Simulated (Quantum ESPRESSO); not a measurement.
# 2H-MoS2, 1 layer, rectangular cell: a series in strain along the second axis, part 4 of 7

Wanted: a table for 2H-MoS2, 1 layer, rectangular cell against strain along the second axis, and what can be fitted to it.

Quantum ESPRESSO 7.5; plane-wave DFT, PBE, GBRV ultrasoft pseudopotentials.

So far. Step 2 (Variable-cell relaxation of the reference):  The last row is no step: it is a fresh SCF in the final cell with a new plane-wave basis, -0 meV from the row before. Step 3 (Relaxing the ions, -4 %): The relaxation lowers the energy by 4 meV an atom.

**6. Bands along a path, -4 %**

Bands along a path place the edges.

m0.bands.in reads:

```
&control
  prefix = 'm0.bands'
  outdir = './out'
  pseudo_dir = './pseudo'
  calculation = 'bands'
/
&system
  ibrav = 0
  nat = 6
  ntyp = 2
  ecutwfc = 40
  ecutrho = 200
  occupations = 'smearing'
  smearing = 'fd'
  degauss = 0.002
  nbnd = 32
/
&electrons
  conv_thr = 1e-07
  mixing_beta = 0.4
  electron_maxstep = 120
  mixing_mode = 'plain'
/
ATOMIC_SPECIES
  S   32.0600  s_pbe_v1.4.uspp.F.UPF
  Mo  95.9500  mo_pbe_v1.uspp.F.UPF
CELL_PARAMETERS angstrom
  3.18307604300000 0.00000000000000 0.00000000000000
  0.00000000000000 5.29275603648000 0.00000000000000
  0.00000000000000 0.00000000000000 18.26259773800000
ATOMIC_POSITIONS crystal
  S   0.999999999900 0.334213019300 0.413279938200
  S   0.500000000000 0.834212888600 0.413279915300
  Mo  0.000000000000 -0.001759260900 0.500000000000
  Mo  0.500000000000 0.498240778400 0.500000000000
  S   0.999999999900 0.334213019300 0.586720061800
  S   0.500000000000 0.834212888600 0.586720084700
K_POINTS crystal_b
5
  0.0000000000 0.0000000000 0.0000000000 12
  0.5000000000 0.0000000000 0.0000000000 12
  0.5000000000 0.5000000000 0.0000000000 12
  0.0000000000 0.5000000000 0.0000000000 12
  0.0000000000 0.0000000000 0.0000000000 1
```

Command:

```
cp -r out/m0.scf.save out/m0.bands.save
cp out/m0.scf.xml out/m0.bands.xml
OMP_NUM_THREADS=1 mpirun -n 4 pw.x -nk 4 -in m0.bands.in > m0.bands.out
```

The program printed:

```text
[banner, memory and clock lines left out]
Program PWSCF v.7.5 starts

          URL

     Atomic positions and unit cell read from directory:
     ./out/m0.bands.save/

     Found identity + ( -0.5000  0.5000 -0.0000) symmetry
     This is a supercell, fractional translations are disabled
     Message from routine setup:
     using ibrav=0 with symmetry is DISCOURAGED, use correct ibrav instead

     G-vector sticks info

     bravais-lattice index     =            0
     lattice parameter (alat)  =       6.0151  a.u.
     unit-cell volume          =    2076.2902 (a.u.)^3
     number of atoms/cell      =            6
     number of atomic types    =            2
     number of electrons       =        52.00
     number of Kohn-Sham states=           32
     kinetic-energy cutoff     =      40.0000  Ry
     charge density cutoff     =     200.0000  Ry
     Exchange-correlation= SLA  PW   PBE  PBE
                           (   1   4   3   4   0   0   0)

     celldm(1)=   6.015142  celldm(2)=   0.000000  celldm(3)=   0.000000
     celldm(4)=   0.000000  celldm(5)=   0.000000  celldm(6)=   0.000000

     crystal axes: (cart. coord. in units of alat)
               a(1) = (   1.000000   0.000000   0.000000 )
               a(2) = (   0.000000   1.662780   0.000000 )
               a(3) = (   0.000000   0.000000   5.737405 )

     reciprocal axes: (cart. coord. in units 2 pi/alat)
               b(1) = (  1.000000  0.000000  0.000000 )
               b(2) = (  0.000000  0.601402  0.000000 )
               b(3) = (  0.000000  0.000000  0.174295 )

     PseudoPot. # 1 for S  read from file:
     ./pseudo/s_pbe_v1.4.uspp.F.UPF
     Pseudo is Ultrasoft + core correction, Zval =  6.0
     Generated by new atomic code, or converted to UPF format
     Using radial grid of  907 points,  6 beta functions with:
                l(1) =   0
                l(2) =   0
                l(3) =   1
                l(4) =   1
                l(5) =   2
                l(6) =   2
     Q(r) pseudized with  8 coefficients,  rinner =    1.300   1.300   1.300
                                                       1.300   1.300

     PseudoPot. # 2 for Mo read from file:
     ./pseudo/mo_pbe_v1.uspp.F.UPF
     Pseudo is Ultrasoft + core correction, Zval = 14.0
     Generated by new atomic code, or converted to UPF format
     Using radial grid of  889 points,  6 beta functions with:
                l(1) =   0
                l(2) =   0
                l(3) =   1
                l(4) =   1
                l(5) =   2
                l(6) =   2
     Q(r) pseudized with  6 coefficients,  rinner =    1.000   1.000   1.000
                                                       1.000   1.000

     atomic species   valence    mass     pseudopotential
     S                 6.00    32.06000     S ( 1.00)
     Mo               14.00    95.95000     Mo( 1.00)

      4 Sym. Ops. (no inversion) found

   Cartesian axes

     site n.     atom                  positions (alat units)
         1        S      tau(   1) = (   1.0000000   0.5557228   2.3711546  )
         2        S      tau(   2) = (   0.5000000   1.3871127   2.3711544  )
         3        Mo     tau(   3) = (   0.0000000  -0.0029253   2.8687027  )
         4        Mo     tau(   4) = (   0.5000000   0.8284649   2.8687027  )
         5        S      tau(   5) = (   1.0000000   0.5557228   3.3662509  )
         6        S      tau(   6) = (   0.5000000   1.3871127   3.3662510  )

     number of k points=    49  Fermi-Dirac smearing, width (Ry)=  0.0020
                       cart. coord. in units 2pi/alat
        k(    1) = (   0.0000000   0.0000000   0.0000000), wk =   0.0408163
        k(    2) = (   0.0416667   0.0000000   0.0000000), wk =   0.0408163
        k(    3) = (   0.0833333   0.0000000   0.0000000), wk =   0.0408163
        k(    4) = (   0.1250000   0.0000000   0.0000000), wk =   0.0408163
        k(    5) = (   0.1666667   0.0000000   0.0000000), wk =   0.0408163
        k(    6) = (   0.2083333   0.0000000   0.0000000), wk =   0.0408163
        k(    7) = (   0.2500000   0.0000000   0.0000000), wk =   0.0408163
        k(    8) = (   0.2916667   0.0000000   0.0000000), wk =   0.0408163
        k(    9) = (   0.3333333   0.0000000   0.0000000), wk =   0.0408163
        k(   10) = (   0.3750000   0.0000000   0.0000000), wk =   0.0408163
        k(   11) = (   0.4166667   0.0000000   0.0000000), wk =   0.0408163
        k(   12) = (   0.4583333   0.0000000   0.0000000), wk =   0.0408163
        k(   13) = (   0.5000000   0.0000000   0.0000000), wk =   0.0408163
        k(   14) = (   0.5000000   0.0250584   0.0000000), wk =   0.0408163
        k(   15) = (   0.5000000   0.0501169   0.0000000), wk =   0.0408163
        k(   16) = (   0.5000000   0.0751753   0.0000000), wk =   0.0408163
        k(   17) = (   0.5000000   0.1002337   0.0000000), wk =   0.0408163
        k(   18) = (   0.5000000   0.1252922   0.0000000), wk =   0.0408163
        k(   19) = (   0.5000000   0.1503506   0.0000000), wk =   0.0408163
        k(   20) = (   0.5000000   0.1754090   0.0000000), wk =   0.0408163
        k(   21) = (   0.5000000   0.2004675   0.0000000), wk =   0.0408163
        k(   22) = (   0.5000000   0.2255259   0.0000000), wk =   0.0408163
        k(   23) = (   0.5000000   0.2505843   0.0000000), wk =   0.0408163
        k(   24) = (   0.5000000   0.2756428   0.0000000), wk =   0.0408163
        k(   25) = (   0.5000000   0.3007012   0.0000000), wk =   0.0408163
        k(   26) = (   0.4583333   0.3007012   0.0000000), wk =   0.0408163
        k(   27) = (   0.4166667   0.3007012   0.0000000), wk =   0.0408163
        k(   28) = (   0.3750000   0.3007012   0.0000000), wk =   0.0408163
        k(   29) = (   0.3333333   0.3007012   0.0000000), wk =   0.0408163
        k(   30) = (   0.2916667   0.3007012   0.0000000), wk =   0.0408163
        k(   31) = (   0.2500000   0.3007012   0.0000000), wk =   0.0408163
        k(   32) = (   0.2083333   0.3007012   0.0000000), wk =   0.0408163
        k(   33) = (   0.1666667   0.3007012   0.0000000), wk =   0.0408163
        k(   34) = (   0.1250000   0.3007012   0.0000000), wk =   0.0408163
        k(   35) = (   0.0833333   0.3007012   0.0000000), wk =   0.0408163
        k(   36) = (   0.0416667   0.3007012   0.0000000), wk =   0.0408163
        k(   37) = (   0.0000000   0.3007012   0.0000000), wk =   0.0408163
        k(   38) = (   0.0000000   0.2756428   0.0000000), wk =   0.0408163
        k(   39) = (   0.0000000   0.2505843   0.0000000), wk =   0.0408163
        k(   40) = (   0.0000000   0.2255259   0.0000000), wk =   0.0408163
        k(   41) = (   0.0000000   0.2004675   0.0000000), wk =   0.0408163
[...]
-0.8851  -0.8851   2.1301   2.1303   2.6761   2.6762   3.6328   3.6329

          k = 0.3750 0.3007 0.0000 (  8896 PWs)   bands (ev):

   -61.0261 -61.0260 -35.3757 -35.3756 -35.1614 -35.1613 -35.0383 -35.0382
   -12.6588 -12.6588 -12.4634 -12.4634  -5.9468  -5.9468  -5.0397  -5.0397
    -4.2851  -4.2850  -3.2326  -3.2326  -2.1266  -2.1266  -1.4747  -1.4746
    -0.9321  -0.9321   2.0627   2.0628   2.6275   2.6275   3.4741   3.4741

          k = 0.3333 0.3007 0.0000 (  8900 PWs)   bands (ev):

   -61.0281 -61.0280 -35.3499 -35.3499 -35.1654 -35.1653 -35.0409 -35.0409
   -12.7836 -12.7836 -12.5043 -12.5043  -5.7729  -5.7729  -4.8975  -4.8975
    -4.2154  -4.2153  -3.2817  -3.2817  -1.9614  -1.9614  -1.6970  -1.6970
    -0.9970  -0.9969   1.9616   1.9617   2.5882   2.5882   3.2457   3.2457

          k = 0.2917 0.3007 0.0000 (  8886 PWs)   bands (ev):

   -61.0304 -61.0303 -35.3200 -35.3200 -35.1701 -35.1700 -35.0438 -35.0438
   -12.9221 -12.9221 -12.5514 -12.5514  -5.5906  -5.5906  -4.7151  -4.7151
    -4.1553  -4.1553  -3.3484  -3.3483  -1.8837  -1.8837  -1.7638  -1.7637
    -1.0598  -1.0598   1.8429   1.8430   2.5544   2.5545   2.9896   2.9897

          k = 0.2500 0.3007 0.0000 (  8878 PWs)   bands (ev):

   -61.0328 -61.0327 -35.2879 -35.2878 -35.1751 -35.1750 -35.0467 -35.0467
   -13.0636 -13.0636 -12.6012 -12.6012  -5.4254  -5.4254  -4.4968  -4.4968
    -4.1159  -4.1159  -3.4209  -3.4208  -2.0075  -2.0075  -1.5633  -1.5632
    -1.1034  -1.1034   1.7306   1.7306   2.5157   2.5157   2.7463   2.7463

          k = 0.2083 0.3007 0.0000 (  8900 PWs)   bands (ev):

   -61.0353 -61.0352 -35.2559 -35.2559 -35.1802 -35.1801 -35.0492 -35.0492
   -13.1988 -13.1987 -12.6503 -12.6503  -5.3038  -5.3038  -4.2543  -4.2543
    -4.0904  -4.0904  -3.4827  -3.4827  -2.0654  -2.0654  -1.3980  -1.3979
    -1.1161  -1.1160   1.6478   1.6478   2.4648   2.4649   2.5545   2.5545

          k = 0.1667 0.3007 0.0000 (  8900 PWs)   bands (ev):

   -61.0375 -61.0374 -35.2265 -35.2265 -35.1849 -35.1848 -35.0511 -35.0511
   -13.3198 -13.3198 -12.6954 -12.6954  -5.2436  -5.2436  -4.0581  -4.0580
    -4.0207  -4.0207  -3.5012  -3.5012  -2.0779  -2.0779  -1.3078  -1.3077
    -1.0966  -1.0966   1.6136   1.6137   2.3996   2.3996   2.4506   2.4506

          k = 0.1250 0.3007 0.0000 (  8862 PWs)   bands (ev):

   -61.0395 -61.0394 -35.2017 -35.2016 -35.1889 -35.1888 -35.0521 -35.0521
   -13.4203 -13.4203 -12.7336 -12.7336  -5.2398  -5.2398  -4.0088  -4.0087
    -3.8781  -3.8781  -3.4018  -3.4018  -2.0698  -2.0698  -1.3181  -1.3180
    -1.0580  -1.0580   1.6392   1.6393   2.3202   2.3203   2.4547   2.4548

          k = 0.0833 0.3007 0.0000 (  8850 PWs)   bands (ev):

   -61.0410 -61.0409 -35.1919 -35.1918 -35.1832 -35.1831 -35.0523 -35.0522
   -13.4956 -13.4956 -12.7627 -12.7627  -5.2662  -5.2662  -3.9539  -3.9538
    -3.8492  -3.8492  -3.1815  -3.1815  -2.0565  -2.0565  -1.4189  -1.4188
    -1.0196  -1.0196   1.7218   1.7218   2.2268   2.2269   2.5520   2.5520

          k = 0.0417 0.3007 0.0000 (  8822 PWs)   bands (ev):

   -61.0419 -61.0418 -35.1939 -35.1938 -35.1719 -35.1719 -35.0520 -35.0519
   -13.5421 -13.5421 -12.7808 -12.7808  -5.2944  -5.2943  -3.9121  -3.9121
    -3.8549  -3.8548  -2.9638  -2.9637  -2.0455  -2.0455  -1.5534  -1.5534
    -0.9946  -0.9946   1.8407   1.8408   2.1197   2.1198   2.6841   2.6842

          k = 0.0000 0.3007 0.0000 (  8816 PWs)   bands (ev):

   -61.0422 -61.0422 -35.1945 -35.1944 -35.1682 -35.1681 -35.0518 -35.0518
   -13.5578 -13.5578 -12.7870 -12.7870  -5.3057  -5.3057  -3.8968  -3.8967
    -3.8591  -3.8591  -2.8686  -2.8686  -2.0413  -2.0413  -1.6208  -1.6208
    -0.9864  -0.9863   1.9371   1.9371   2.0316   2.0316   2.7511   2.7512

          k = 0.0000 0.2756 0.0000 (  8842 PWs)   bands (ev):

   -61.0458 -61.0386 -35.2010 -35.1994 -35.1879 -35.1367 -35.0599 -35.0437
   -13.6922 -13.4190 -12.8495 -12.7225  -5.3254  -5.3248  -4.0345  -3.9569
    -3.8058  -3.6848  -2.9842  -2.7474  -2.1562  -1.9290  -1.7145  -1.5254
    -1.0762  -0.8878   1.9504   1.9512   2.0019   2.0755   2.6494   2.8632

          k = 0.0000 0.2506 0.0000 (  8832 PWs)   bands (ev):

   -61.0493 -61.0351 -35.2301 -35.2075 -35.1814 -35.1056 -35.0679 -35.0356
   -13.8203 -13.2777 -12.9093 -12.6570  -5.3816  -5.3771  -4.2089  -3.9935
    -3.6848  -3.5131  -3.0929  -2.6221  -2.2709  -1.8220  -1.8024  -1.4337
    -1.1464  -0.7909   1.9878   1.9889   1.9939   2.1317   2.5643   2.9792

          k = 0.0000 0.2255 0.0000 (  8834 PWs)   bands (ev):

   -61.0527 -61.0317 -35.2595 -35.2137 -35.1752 -35.0755 -35.0755 -35.0279
   -13.9406 -13.1361 -12.9654 -12.5917  -5.4654  -5.4523  -4.3797  -4.0200
    -3.5405  -3.3450  -3.1938  -2.4944  -2.3827  -1.8820  -1.7227  -1.3520
    -1.1878  -0.7039   1.9899   2.0463   2.0682   2.1974   2.5019   3.0936

          k = 0.0000 0.2005 0.0000 (  8838 PWs)   bands (ev):

   -61.0559 -61.0285 -35.2873 -35.2196 -35.1692 -35.0828 -35.0469 -35.0206
   -14.0518 -13.0172 -12.9968 -12.5277  -5.5659  -5.5401  -4.5442  -4.0486
    -3.3815  -3.2860  -3.1811  -2.4892  -2.3665  -1.9519  -1.6333  -1.2871
    -1.1951  -0.6319   2.0076   2.1193   2.1713   2.2699   2.4672   3.2143

          k = 0.0000 0.1754 0.0000 (  8834 PWs)   bands (ev):

   -61.0589 -61.0255 -35.3129 -35.2251 -35.1637 -35.0895 -35.0202 -35.0138
   -14.1526 -13.0641 -12.8625 -12.4665  -5.6733  -5.6317  -4.6990  -4.0867
    -3.3688  -3.2161  -3.0218  -2.5882  -2.2410  -2.0117  -1.5551  -1.2448
    -1.1683  -0.5767   2.0391   2.2044   2.2981   2.3459   2.4630   3.0992

          k = 0.0000 0.1504 0.0000 (  8828 PWs)   bands (ev):

   -61.0615 -61.0228 -35.3360 -35.2300 -35.1588 -35.0956 -35.0076 -34.9960
   -14.2420 -13.1057 -12.7363 -12.4094  -5.7799  -5.7207  -4.8412  -4.1350
    -3.4415  -3.0521  -2.8679  -2.6777  -2.1208  -2.0613  -1.4889  -1.2285
    -1.1132  -0.5373   2.0815   2.2979   2.4220   2.4408   2.4887   2.9855

          k = 0.0000 0.1253 0.0000 (  8836 PWs)   bands (ev):

   -61.0639 -61.0204 -35.3562 -35.2343 -35.1544 -35.1009 -35.0022 -34.9746
   -14.3192 -13.1416 -12.6215 -12.3579  -5.8800  -5.8021  -4.9676  -4.1897
    -3.5038  -2.8969  -2.7560  -2.7203  -2.1015  -2.0092  -1.4346  -1.2385
    -1.0393  -0.5110   2.1305   2.3959   2.4947   2.5393   2.5899   2.8772

          k = 0.0000 0.1002 0.0000 (  8838 PWs)   bands (ev):

   -61.0659 -61.0184 -35.3732 -35.2379 -35.1507 -35.1054 -34.9976 -34.9566
   -14.3833 -13.1713 -12.5214 -12.3134  -5.9687  -5.8726  -5.0754  -4.2451
    -3.5552  -2.8219  -2.7573  -2.5815  -2.1329  -1.9101  -1.3919  -1.2714
    -0.9581  -0.4947   2.1811   2.4934   2.5605   2.6063   2.7350   2.7792

          k = 0.0000 0.0752 0.0000 (  8834 PWs)   bands (ev):

   -61.0675 -61.0168 -35.3866 -35.2408 -35.1478 -35.1089 -34.9940 -34.9423
   -14.4339 -13.1947 -12.4393 -12.2771  -6.0422  -5.9296  -5.1621  -4.2950
    -3.5955  -2.8743  -2.6401  -2.4555  -2.1563  -1.8273  -1.3600  -1.3202
    -0.8810  -0.4854   2.2279   2.5838   2.6159   2.6778   2.6962   2.8650

          k = 0.0000 0.0501 0.0000 (  8824 PWs)   bands (ev):

   -61.0686 -61.0156 -35.3964 -35.2429 -35.1456 -35.1115 -34.9913 -34.9318
   -14.4703 -13.2116 -12.3781 -12.2503  -6.0972  -5.9715  -5.2255  -4.3344
    -3.6245  -2.9122  -2.5513  -2.3498  -2.1724  -1.7648  -1.3740  -1.3380
    -0.8181  -0.4806   2.2658   2.6329   2.6579   2.6589   2.7412   2.9690

          k = 0.0000 0.0251 0.0000 (  8829 PWs)   bands (ev):

   -61.0693 -61.0149 -35.4023 -35.2442 -35.1443 -35.1131 -34.9897 -34.9255
   -14.4923 -13.2218 -12.3404 -12.2338  -6.1313  -5.9970  -5.2643  -4.3596
    -3.6419  -2.9352  -2.4959  -2.2762  -2.1819  -1.7258  -1.4177  -1.3252
    -0.7770  -0.4784   2.2904   2.5932   2.6842   2.7093   2.7847   3.0367

          k = 0.0000 0.0000 0.0000 (  8825 PWs)   bands (ev):

   -61.0695 -61.0147 -35.4043 -35.2446 -35.1439 -35.1136 -34.9892 -34.9233
   -14.4996 -13.2252 -12.3276 -12.2283  -6.1429  -6.0056  -5.2773  -4.3682
    -3.6477  -2.9429  -2.4770  -2.2493  -2.1850  -1.7125  -1.4350  -1.3209
    -0.7628  -0.4778   2.2990   2.5796   2.6931   2.7271   2.8002   3.0602

     XML data file, pseudopotentials, collected wavefunctions

                                        0.00s GPU  (     586 calls)
```

It took 69 s on 4 MPI ranks of Arm Neoverse V1, shared host; peak memory 0.46 GiB; 4.6 min of CPU time.

Read from the output:

```
valence top, on the run's zero       : -0.2149 eV
conduction bottom, on the run's zero : 1.614 eV
gap by band count                    : 1.828 eV
```

Band numbers count within the set of bands kept for display. The electronic bands at the labelled points (eV, zero at the highest filled level of the SCF mesh; v1 is the highest filled band, c1 the lowest empty one):

| point | v4 | v3 | v2 | v1 | c1 | c2 | c3 | c4 |
| --- | --- | --- | --- | --- | --- | --- | --- | --- |
| Γ | -1.19 | -1.08 | -0.52 | -0.23 | 2.54 | 2.83 | 2.94 | 2.97 |
| X | -1.77 | -1.77 | -0.36 | -0.36 | 2.22 | 2.22 | 2.84 | 2.84 |
| S | -0.75 | -0.75 | -0.65 | -0.65 | 2.42 | 2.42 | 2.98 | 2.98 |
| Y | -1.38 | -1.37 | -0.74 | -0.74 | 2.18 | 2.18 | 2.28 | 2.28 |
| Γ | -1.19 | -1.08 | -0.52 | -0.23 | 2.54 | 2.83 | 2.94 | 2.97 |

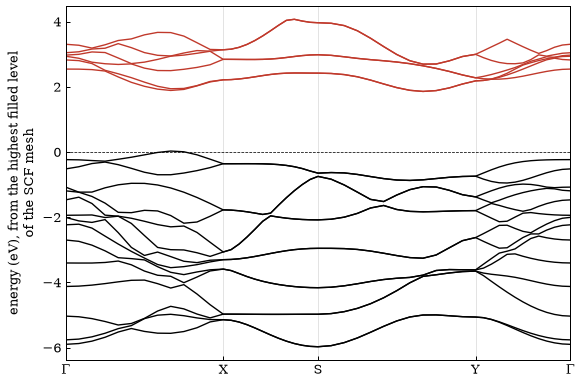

Electronic bands along the path; lines of filled and empty bands in two colours.

Along this path the valence top lies between Γ and X and the conduction bottom between S and Y.

(Continued in part 5 of 7.)

[Logs are printed without paths, hosts, clocks, repeated set-up lines and the standing remarks that a program may print on its own settings, such as how far it seeks lower states.]

[Hosts, paths, dates, database ids (printed as entryN), source tags and the programs' standing remarks are cut or masked in the printed files.]

[Maps of the electrostatic potential energy from Ansatz leave out the sawtooth potential of an applied field or a dipole correction, so their vacuum need not be flat; planar profiles and work functions include it.]
